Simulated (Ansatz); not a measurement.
## Geometry relaxation, with input and output: TaN (part 1 of 2)

The run: geometry relaxation of TaN (P6₃/mmc, 4 atoms in the cell). Method and program: DFT PBE, scalar-relativistic, plane waves, PAW, no spin polarisation (Ansatz 0.2.0).

The structure derives from an entry of the Crystallography Open Database. Figures and captions count atoms from 1; the log counts them from 0 in places.

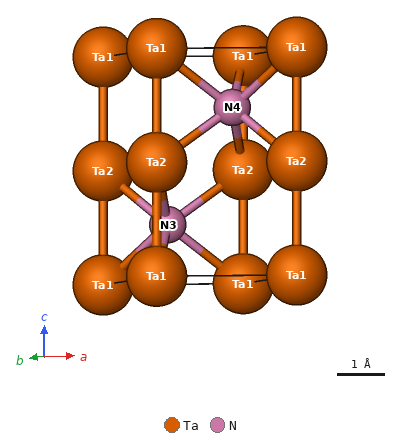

Figure 1. The input geometry (ball-and-stick view of the cell of the calculation, seen at an oblique angle; atoms are numbered from 1 in the order of the input). An atom can appear more than once, as a periodic image.

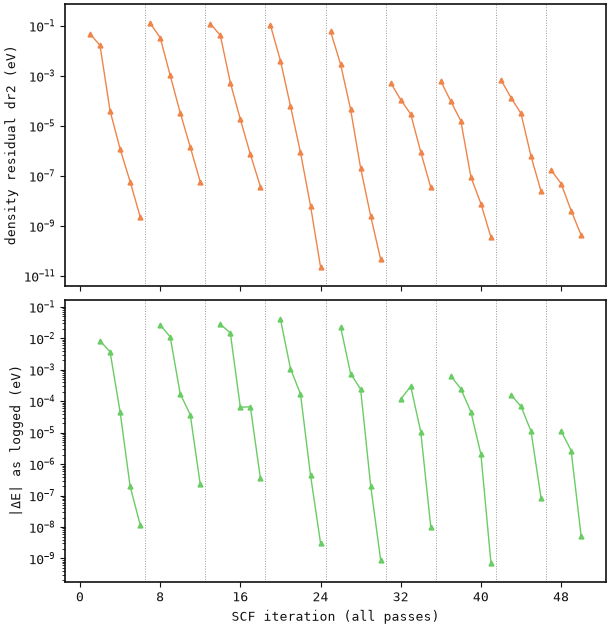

Figure 2. Convergence of the self-consistent field: density residual dr2 and size of the energy change against the SCF iteration. The dotted lines part the SCF passes of the relaxation: geometry steps, rejected trials and re-solves on a re-selected basis. The 9 passes take 4 to 6 iterations each, 50 in all.

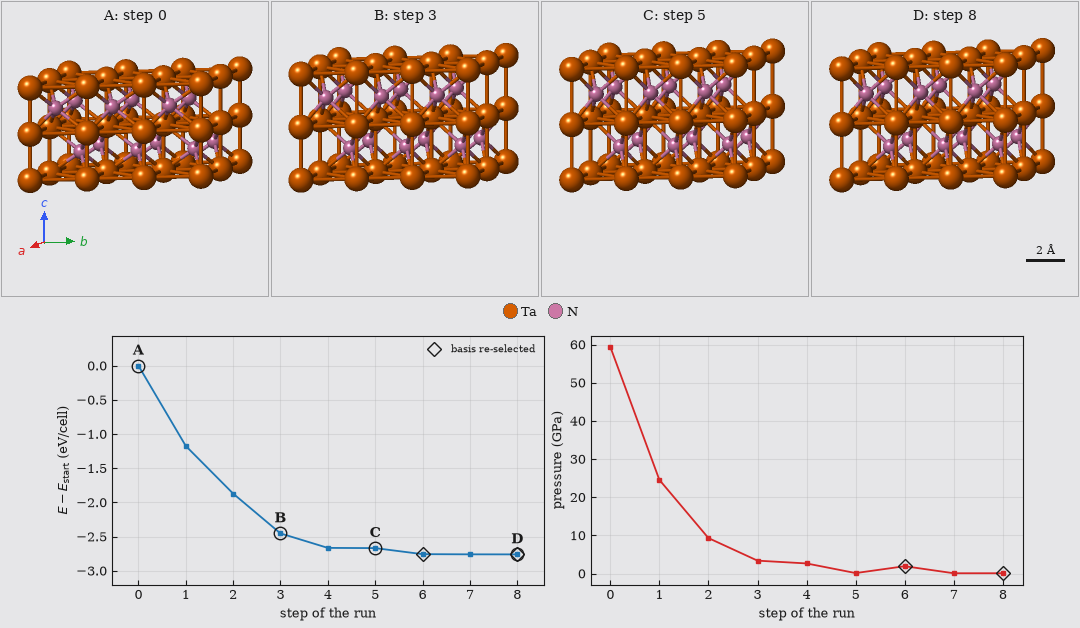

Figure 3. Frames of the relaxation (ball-and-stick view of the cell of the calculation, repeated 2 × 3 × 1, seen slightly off an axis) above the curves, on which the letters mark them (the first geometry is step 0 here and step 1 in the log).

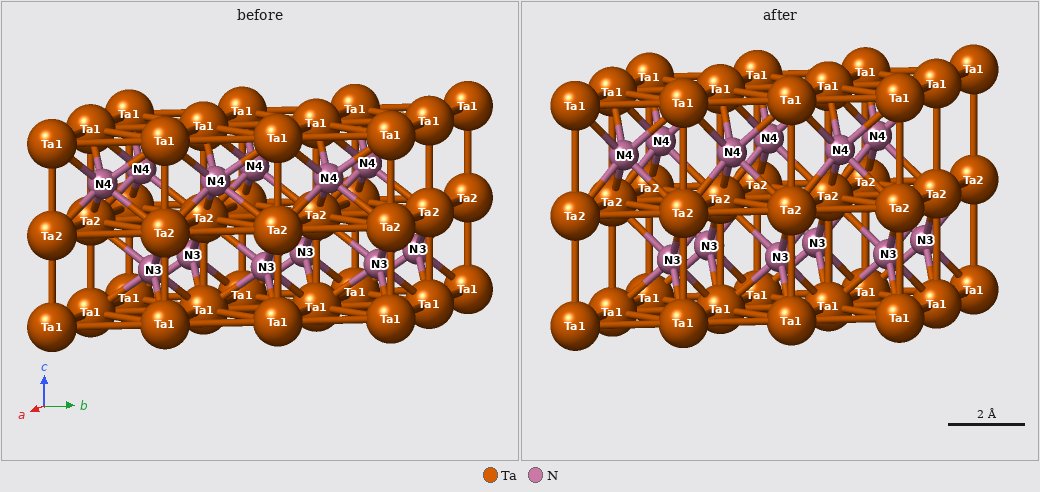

Figure 4. Before (left) and after (right) the relaxation, at one scale (ball-and-stick view of the cell of the calculation, repeated 2 × 3 × 1, seen slightly off an axis). The atoms keep their places relative to the cell (all moves are under 0.005 Å). The drawn cell changes as follows: a = b 3.048 → 2.918 Å (−4.3 %), c 4.918 → 5.906 Å (+20.1 %); the volume changes by +10.1 %. Among the contacts that change: Ta1–Ta2 2.459 → 2.953 Å, Ta1–Ta1 3.048 → 2.918 Å, Ta1–N3 2.147 → 2.240 Å. Among the angles that change: Ta1–N4–Ta2 69.9° → 82.5°, Ta1–N4–Ta1 90.5° → 81.3°, Ta1–N4–Ta2 131.6° → 135.8°. The space group stays P6_3/mmc (No. 194). After 6 geometry steps the energy has fallen by 2.759 eV per cell of the calculation. All forces vanish by symmetry, so only the cell relaxes. The pressure goes from 59.40 to 0.09 GPa. The basis was re-selected once at an unchanged geometry, which shifts the energy a little without any move. The energy change given includes the shifts at the re-selections in mid-walk, which come without any move. A last SCF at the same geometry on a re-selected plane-wave basis shifts the energy by −0.8 meV per cell of the calculation. (Atoms are counted from 1 in the order of the input.)

The input and output of the run follow.

**Input**
```yaml
crystal:
  lattice:
    - [3.0480019786, 0.0, 0.0]
    - [-1.5240009893, 2.6396471442, 0.0]
    - [0.0, 0.0, 4.918]
  atoms:
    - { symbol: Ta, position: [0.0, 0.0, 0.0] }
    - { symbol: Ta, position: [0.0, 0.0, 0.5] }
    - { symbol: "N", position: [0.3333333333, 0.6666666667, 0.25] }
    - { symbol: "N", position: [0.6666666667, 0.3333333333, 0.75] }
basis:
  ecutwfc: 420
kpoints:
  mp_grid: { grid: [6, 6, 4] }
hamiltonian:
  xc: pbe
scf:
  occupations: { method: gaussian, width: 0.1 }
output:
  forces: true
  stress: true
  eigenvalues: true
relax:
  adjacent_minimum: "off"
  f_tol: 0.05
  max_steps: 80
  cell: { stress_tol: 0.5 }
```

Command:
```bash
ansatz run input.yaml --threads 4 --pin off --max-ram 10240MiB --backend cpu --events-out ev --progress --plain --runs-dir out
```

**The program's output**
```
Engine: ansatz 0.2.0, x86_64-unknown-linux-gnu
Pseudopotentials: kind: paw
Pseudopotential: Ta, paw, valence charge 13, recommended cutoff 420 eV (normal), Ta.paw.azcp
Pseudopotential: N, paw, valence charge 5, recommended cutoff 420 eV (normal), N.paw.azcp
Functional definition: PBE
  parameter kappa = 0.804
  parameter beta = 0.06672455060314922
  exchange = pbe_x(kappa = kappa, mu = beta*pi^2/3)
  correlation = pbe_c(beta = beta)
Crystal: 4 atoms, lattice volume = 39.569 Å³
Basis set: ecut = 420 eV, 785 PW (Γ), exchange–correlation on 48×48×72 points (8 copies of the dense FFT grid, shifted against one another)
Bands: 22, of which v1, the nominal top of the filled ones, is band 18 counted from 1 (17 counted from 0)
Symmetry: 24 space group operations
Space group: P63/mmc (ITA 194), of the structure as read, at distance tolerance 3.4e-5 Å
k-points: 21 of 144
Non-local potential: Ta, projectors of the file, l = 0: 3, l = 1: 2, l = 2: 2, l = 3: 1
Non-local potential: N, projectors of the file, l = 0: 2, l = 1: 2, l = 2: 1
PAW form: soft (Blöchl's): semilocal exchange-correlation on the pseudo side does not see the compensation charge
PAW one-centre angular grid: Ta, 590 points (default); XC on 64 Gauss nodes
PAW one-centre angular grid: N, 110 points (default); XC on 64 Gauss nodes
Initial density: superposition of atomic densities (neutral atoms: chi_scale 0, normalization atom), corrected by the library's trained network
Initial wavefunctions: pseudopotential atomic-orbital guess
Functional: x = pbe(κ = 0.804, μ = 0.2195149727645171), c = pbe(β = 0.06672455060314922)
SCF iter   1: F=—  HF=-20633.479984 eV  |F-HF|=—  |Δ(HF+E_count)|=         —  Δρ=1.59e-2  dr2=4.84e-2  ethr=1.77e-3  ⟨swp⟩=5.6  Hψ=4604  notcnv=0  defer=6
automatic band count: the SCF goes on with 26 bands, as 22 were too few: the levels above may hold too much charge
preconditioner: auto → Kerker (q_TF=auto, 2.686 Å⁻¹)  [metal: Δε(μ)=0.051 eV  Ē_g=11.907 eV  σ=0.100 eV  W_gap=0.27  n_scr=10 (ndim 8)  ℏωp=26.4 eV  f_vac=0.000  D(μ)=2.57/eV (n_scr^D=22)]
SCF iter   2: F=—  HF=-20633.471624 eV  |F-HF|=—  |Δ(HF+E_count)|=   8.36e-3  Δρ=9.15e-3  dr2=1.65e-2  ethr=1.35e-4  ⟨swp⟩=1.0  Hψ=714  notcnv=0  defer=6
SCF iter   3: F=—  HF=-20633.467858 eV  |F-HF|=—  |Δ(HF+E_count)|=   3.77e-3  Δρ=6.06e-4  dr2=4.07e-5  ethr=4.58e-5  ⟨swp⟩=2.4  Hψ=781  notcnv=0  defer=6
SCF iter   4: F=—  HF=-20633.467905 eV  |F-HF|=—  |Δ(HF+E_count)|=   4.70e-5  Δρ=6.95e-5  dr2=1.21e-6  ethr=1.13e-7  ⟨swp⟩=2.4  Hψ=822  notcnv=0  defer=6
iter 5 did not close the SCF: its close was put off for the readings that it lacked (scf_convergence_deferred on its scf_iter line)
SCF iter   5: F=-20633.467905 eV  HF=-20633.467905 eV  |F-HF|=4.71e-9  |Δ(HF+E_count)|=   2.00e-7  Δρ=1.54e-5  dr2=5.99e-8  ethr=3.36e-9  ⟨swp⟩=2.4  Hψ=745  notcnv=0  defer=6
SCF iter   6: F=-20633.467905 eV  HF=-20633.467905 eV  |F-HF|=3.64e-11  |Δ(HF+E_count)|=   1.20e-8  Δρ=2.65e-6  dr2=2.38e-9  ethr=1.66e-10  ⟨swp⟩=6.0  Hψ=2096  notcnv=0
SCF 1 converged in 6 iterations: F = -20633.467905 eV  dr2 = 2.38e-9
  greatest PAW one-centre occupation: 0.999 electrons in one spin orbital (limit 2), on the Ta atom at site 1 (counted from 0), in its partial waves of l = 0
relax step   1: F+E_penalty+E_count = -20633.46790510 eV  Δ(F+E_penalty+E_count) = +0.000e0 eV  max|allowed force component| = 9.252e-17 eV/Å  Δτ_max = 0.0000 Å  P = +59.399 GPa  Ω = 39.569 Å³  (6 SCF iters, dr2 threshold 1.00e-7 eV, accepted)
Crystal: 4 atoms, lattice volume = 42.193 Å³
Basis set: ecut = 420 eV, 809 PW (Γ), exchange–correlation on 48×48×72 points (8 copies of the dense FFT grid, shifted against one another)
Bands: 26, of which v1, the nominal top of the filled ones, is band 18 counted from 1 (17 counted from 0)
Initial density: handed on by an earlier stage of this run
Initial wavefunctions: those handed on with the density
iter 1 solved again at ethr=3.42e-4 eV; its pass at ethr=3.10e-3 eV (dr2=1.23e-1 eV) is discarded
SCF iter   1: F=—  HF=-20634.680252 eV  |F-HF|=—  |Δ(HF+E_count)|=         —  Δρ=1.66e-2  dr2=1.26e-1  ethr=3.42e-4  ⟨swp⟩=1.1  Hψ=2866  notcnv=0
preconditioner: auto → Kerker (q_TF=auto, 2.657 Å⁻¹)  [metal: Δε(μ)=0.056 eV  Ē_g=11.266 eV  σ=0.100 eV  W_gap=0.31  n_scr=22 (ndim 8)  ℏωp=25.6 eV  f_vac=0.000  D(μ)=2.97/eV (n_scr^D=34)]
SCF iter   2: F=—  HF=-20634.653244 eV  |F-HF|=—  |Δ(HF+E_count)|=   2.70e-2  Δρ=8.21e-3  dr2=3.44e-2  ethr=3.42e-4  ⟨swp⟩=1.0  Hψ=551  notcnv=0
SCF iter   3: F=—  HF=-20634.642063 eV  |F-HF|=—  |Δ(HF+E_count)|=   1.12e-2  Δρ=1.47e-3  dr2=1.05e-3  ethr=9.55e-5  ⟨swp⟩=2.4  Hψ=729  notcnv=0
SCF iter   4: F=—  HF=-20634.641890 eV  |F-HF|=—  |Δ(HF+E_count)|=   1.73e-4  Δρ=3.44e-4  dr2=3.37e-5  ethr=2.91e-6  ⟨swp⟩=2.5  Hψ=825  notcnv=0
SCF iter   5: F=—  HF=-20634.641928 eV  |F-HF|=—  |Δ(HF+E_count)|=   3.78e-5  Δρ=6.00e-5  dr2=1.45e-6  ethr=9.37e-8  ⟨swp⟩=2.2  Hψ=717  notcnv=0
SCF iter   6: F=-20634.641928 eV  HF=-20634.641928 eV  |F-HF|=1.05e-8  |Δ(HF+E_count)|=   2.26e-7  Δρ=1.13e-5  dr2=5.81e-8  ethr=1.11e-9  ⟨swp⟩=5.4  Hψ=2114  notcnv=0
SCF 2 converged in 6 iterations: F = -20634.641928 eV  dr2 = 5.81e-8
relax step   2: F+E_penalty+E_count = -20634.64192774 eV  Δ(F+E_penalty+E_count) = -1.174e0 eV  max|allowed force component| = 1.573e-16 eV/Å  Δτ_max = 0.0000 Å  P = +24.552 GPa  Ω = 42.193 Å³  energy of the carried Pulay correction = -8.848e-3 eV  (6 SCF iters, dr2 threshold 4.00e-7 eV, accepted)
Crystal: 4 atoms, lattice volume = 43.315 Å³
Basis set: ecut = 420 eV, 859 PW (Γ), exchange–correlation on 48×48×72 points (8 copies of the dense FFT grid, shifted against one another)
iter 1 solved again at ethr=3.38e-4 eV; its pass at ethr=3.10e-3 eV (dr2=1.22e-1 eV) is discarded
SCF iter   1: F=—  HF=-20635.382035 eV  |F-HF|=—  |Δ(HF+E_count)|=         —  Δρ=1.56e-2  dr2=1.23e-1  ethr=3.38e-4  ⟨swp⟩=1.1  Hψ=3005  notcnv=0
preconditioner: auto → Kerker (q_TF=auto, 2.645 Å⁻¹)  [metal: Δε(μ)=0.044 eV  Ē_g=11.021 eV  σ=0.100 eV  W_gap=0.24  n_scr=10 (ndim 8)  ℏωp=25.2 eV  f_vac=0.000  D(μ)=2.79/eV (n_scr^D=34)]
SCF iter   2: F=—  HF=-20635.353646 eV  |F-HF|=—  |Δ(HF+E_count)|=   2.84e-2  Δρ=8.77e-3  dr2=4.23e-2  ethr=3.38e-4  ⟨swp⟩=1.0  Hψ=546  notcnv=0
SCF iter   3: F=—  HF=-20635.338737 eV  |F-HF|=—  |Δ(HF+E_count)|=   1.49e-2  Δρ=1.21e-3  dr2=5.38e-4  ethr=1.18e-4  ⟨swp⟩=2.8  Hψ=920  notcnv=0
SCF iter   4: F=—  HF=-20635.338672 eV  |F-HF|=—  |Δ(HF+E_count)|=   6.41e-5  Δρ=2.63e-4  dr2=1.84e-5  ethr=1.49e-6  ⟨swp⟩=2.3  Hψ=757  notcnv=0
SCF iter   5: F=—  HF=-20635.338605 eV  |F-HF|=—  |Δ(HF+E_count)|=   6.76e-5  Δρ=4.50e-5  dr2=7.34e-7  ethr=5.10e-8  ⟨swp⟩=2.1  Hψ=832  notcnv=0
SCF iter   6: F=-20635.338605 eV  HF=-20635.338605 eV  |F-HF|=7.13e-10  |Δ(HF+E_count)|=   3.52e-7  Δρ=9.15e-6  dr2=3.76e-8  ethr=1.11e-9  ⟨swp⟩=5.2  Hψ=2090  notcnv=0
SCF 3 converged in 6 iterations: F = -20635.338605 eV  dr2 = 3.76e-8
relax step   3: F+E_penalty+E_count = -20635.33860521 eV  Δ(F+E_penalty+E_count) = -6.967e-1 eV  max|allowed force component| = 1.249e-16 eV/Å  Δτ_max = 0.0000 Å  P = +9.300 GPa  Ω = 43.315 Å³  energy of the carried Pulay correction = -1.243e-2 eV  (6 SCF iters, dr2 threshold 4.00e-7 eV, accepted)
Crystal: 4 atoms, lattice volume = 43.394 Å³
Basis set: ecut = 420 eV, 835 PW (Γ), exchange–correlation on 48×48×72 points (8 copies of the dense FFT grid, shifted against one another)
iter 1 solved again at ethr=2.94e-4 eV; its pass at ethr=3.10e-3 eV (dr2=1.06e-1 eV) is discarded
SCF iter   1: F=—  HF=-20635.963712 eV  |F-HF|=—  |Δ(HF+E_count)|=         —  Δρ=1.39e-2  dr2=1.07e-1  ethr=2.94e-4  ⟨swp⟩=1.2  Hψ=3023  notcnv=0
preconditioner: auto → none  [insulator: Δε(μ)=0.140 eV  Ē_g=10.988 eV  σ=0.100 eV  W_gap=0.67  n_scr=10 (ndim 8)  ℏωp=25.2 eV  f_vac=0.000  D(μ)=1.36/eV (n_scr^D=4)  ε∞_Penn≈6.3]
SCF iter   2: F=—  HF=-20635.922377 eV  |F-HF|=—  |Δ(HF+E_count)|=   4.13e-2  Δρ=3.12e-3  dr2=4.06e-3  ethr=2.94e-4  ⟨swp⟩=2.8  Hψ=919  notcnv=0
SCF iter   3: F=—  HF=-20635.921275 eV  |F-HF|=—  |Δ(HF+E_count)|=   1.10e-3  Δρ=6.88e-4  dr2=6.30e-5  ethr=1.13e-5  ⟨swp⟩=2.5  Hψ=881  notcnv=0
SCF iter   4: F=—  HF=-20635.921104 eV  |F-HF|=—  |Δ(HF+E_count)|=   1.70e-4  Δρ=7.28e-5  dr2=8.72e-7  ethr=1.75e-7  ⟨swp⟩=2.3  Hψ=858  notcnv=0
iter 5 did not close the SCF: its close was put off for the readings that it lacked (scf_convergence_deferred on its scf_iter line)
SCF iter   5: F=-20635.921105 eV  HF=-20635.921105 eV  |F-HF|=2.35e-9  |Δ(HF+E_count)|=   4.45e-7  Δρ=5.97e-6  dr2=6.45e-9  ethr=2.42e-9  ⟨swp⟩=2.7  Hψ=907  notcnv=0
SCF iter   6: F=-20635.921105 eV  HF=-20635.921105 eV  |F-HF|=1.09e-11  |Δ(HF+E_count)|=   3.14e-9  Δρ=3.10e-7  dr2=2.31e-11  ethr=1.79e-11  ⟨swp⟩=1.4  Hψ=1493  notcnv=0
SCF 4 converged in 6 iterations: F = -20635.921105 eV  dr2 = 2.31e-11
relax step   4: F+E_penalty+E_count = -20635.92110490 eV  Δ(F+E_penalty+E_count) = -5.825e-1 eV  max|allowed force component| = 2.313e-16 eV/Å  Δτ_max = 0.0000 Å  P = +3.386 GPa  Ω = 43.394 Å³  energy of the carried Pulay correction = -1.262e-2 eV  (6 SCF iters, dr2 threshold 4.00e-7 eV, accepted)
Crystal: 4 atoms, lattice volume = 43.008 Å³
iter 1 solved again at ethr=1.68e-4 eV; its pass at ethr=3.10e-3 eV (dr2=6.04e-2 eV) is discarded
SCF iter   1: F=—  HF=-20636.157705 eV  |F-HF|=—  |Δ(HF+E_count)|=         —  Δρ=1.09e-2  dr2=6.11e-2  ethr=1.68e-4  ⟨swp⟩=1.2  Hψ=3086  notcnv=0
preconditioner: auto → none  [insulator: Δε(μ)=0.183 eV  Ē_g=10.994 eV  σ=0.100 eV  W_gap=0.53  n_scr=10 (ndim 8)  ℏωp=25.3 eV  f_vac=0.000  D(μ)=1.72/eV (n_scr^D=10)  ε∞_Penn≈6.3]
SCF iter   2: F=—  HF=-20636.134084 eV  |F-HF|=—  |Δ(HF+E_count)|=   2.36e-2  Δρ=2.91e-3  dr2=2.92e-3  ethr=1.68e-4  ⟨swp⟩=2.8  Hψ=890  notcnv=0
SCF iter   3: F=—  HF=-20636.133324 eV  |F-HF|=—  |Δ(HF+E_count)|=   7.60e-4  Δρ=6.45e-4  dr2=4.59e-5  ethr=8.12e-6  ⟨swp⟩=2.7  Hψ=873  notcnv=0
SCF iter   4: F=—  HF=-20636.133081 eV  |F-HF|=—  |Δ(HF+E_count)|=   2.42e-4  Δρ=4.25e-5  dr2=2.08e-7  ethr=1.11e-9  ⟨swp⟩=4.7  Hψ=2792  notcnv=0
iter 5 did not close the SCF: its close was put off for the readings that it lacked (scf_convergence_deferred on its scf_iter line)
SCF iter   5: F=-20636.133082 eV  HF=-20636.133082 eV  |F-HF|=5.86e-10  |Δ(HF+E_count)|=   2.09e-7  Δρ=3.68e-6  dr2=2.54e-9  ethr=5.77e-10  ⟨swp⟩=2.3  Hψ=763  notcnv=0
SCF iter   6: F=-20636.133082 eV  HF=-20636.133082 eV  |F-HF|=2.91e-11  |Δ(HF+E_count)|=  8.84e-10  Δρ=4.14e-7  dr2=4.59e-11  ethr=7.06e-12  ⟨swp⟩=1.0  Hψ=1478  notcnv=0
SCF 5 converged in 6 iterations: F = -20636.133082 eV  dr2 = 4.59e-11
relax step   5: F+E_penalty+E_count = -20636.13308160 eV  Δ(F+E_penalty+E_count) = -2.120e-1 eV  max|allowed force component| = 2.776e-16 eV/Å  Δτ_max = 0.0000 Å  P = +2.654 GPa  Ω = 43.008 Å³  energy of the carried Pulay correction = -1.133e-2 eV  (6 SCF iters, dr2 threshold 4.00e-7 eV, accepted)
Crystal: 4 atoms, lattice volume = 43.342 Å³
iter 1 solved again at ethr=1.46e-6 eV; its pass at ethr=3.10e-3 eV (dr2=5.27e-4 eV) is discarded
```
